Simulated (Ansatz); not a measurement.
**CdTe (slab): density, localisation and related maps**

```yaml
crystal:
  lattice:
    - [4.53255, 0.00000, 0.00000]
    - [0.00000, 6.41000, 0.00000]
    - [0.00000, 0.00000, 26.33139]
  atoms:
    - { symbol: Cd, position: [0.50000, 0.50000, 0.28483] }
    - { symbol: Te, position: [0.00000, 0.75000, 0.28483] }
    - { symbol: Cd, position: [0.00000, 0.00000, 0.37090] }
    - { symbol: Te, position: [0.50000, 0.25000, 0.37090] }
    - { symbol: Cd, position: [0.50000, 0.50000, 0.45697] }
    - { symbol: Te, position: [0.00000, 0.75000, 0.45697] }
    - { symbol: Cd, position: [0.00000, 0.00000, 0.54303] }
    - { symbol: Te, position: [0.50000, 0.25000, 0.54303] }
    - { symbol: Cd, position: [0.50000, 0.50000, 0.62910] }
    - { symbol: Te, position: [0.00000, 0.75000, 0.62910] }
    - { symbol: Cd, position: [0.00000, 0.00000, 0.71517] }
    - { symbol: Te, position: [0.50000, 0.25000, 0.71517] }
```

Not relaxed (largest force 1.1 eV/Å).

Theory: DFT LDA, scalar-relativistic, plane waves, PAW (Ansatz).

Core electrons are frozen (PAW), and the valence fields are smoothed inside the atomic spheres.

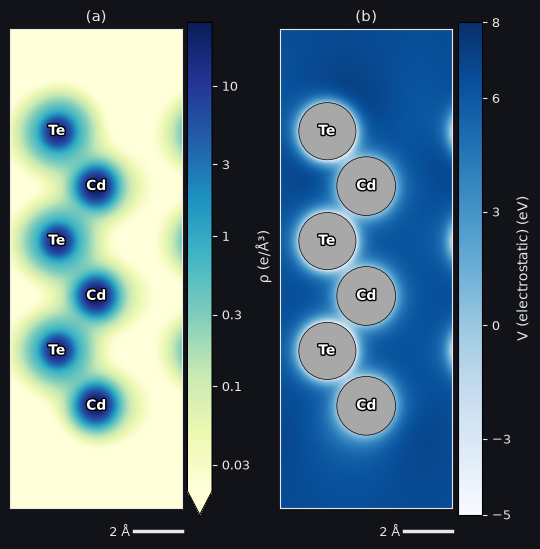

Figure 1. (a) valence charge density (pseudo); (b) electrostatic potential energy of an electron on the (100) plane of the calculation cell, a cut from vacuum to vacuum. Grey discs cover the atomic cores in the potential map.

Q: Describe what can be read from this map.

A:
- The section cuts through Cd and Te sites.
- Cd–Te (2.78 Å): ρ is about 0.37 e/Å³ halfway.
- The density dies away to nearly zero in the vacuum.

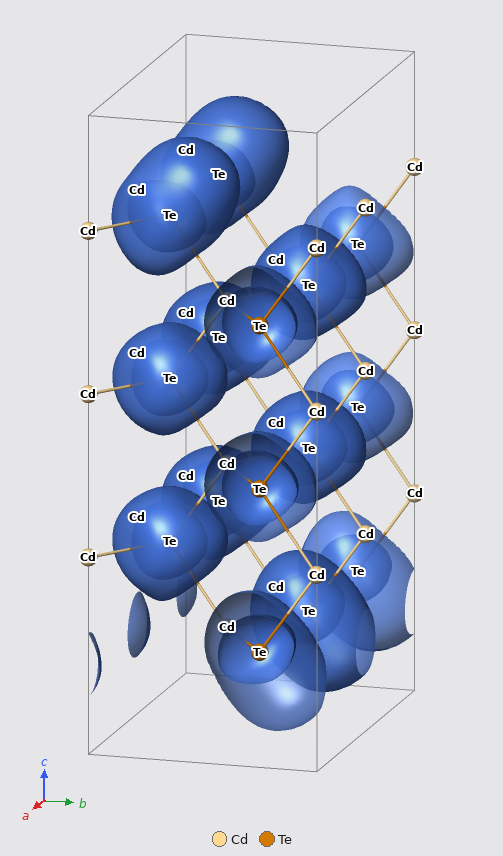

Figure 2. Isosurface of the electron localisation function at 0.55 (blue), seen slightly off an axis. Only the valence region is drawn (cores and ρ < 0.01 e/Å³ removed). Sticks mark near contacts.

Q: Describe the localisation domains.

A: The ELF exceeds this value in six regions wrapped around Te (the valence shell of each), counted in one cell of 12 atoms. Counts are for one cell; the picture repeats the cell along the surface.


Cd–Te (2.78 Å): the ELF is about 0.50 at the midpoint and 0.20 at its lowest between the atoms.

Q: Does the calculation make it a metal, or give it a gap?

A: It is gapped, with a Kohn–Sham gap of 0.69 eV on the k-point mesh (the band edges may lie off the mesh, which would make the gap smaller).
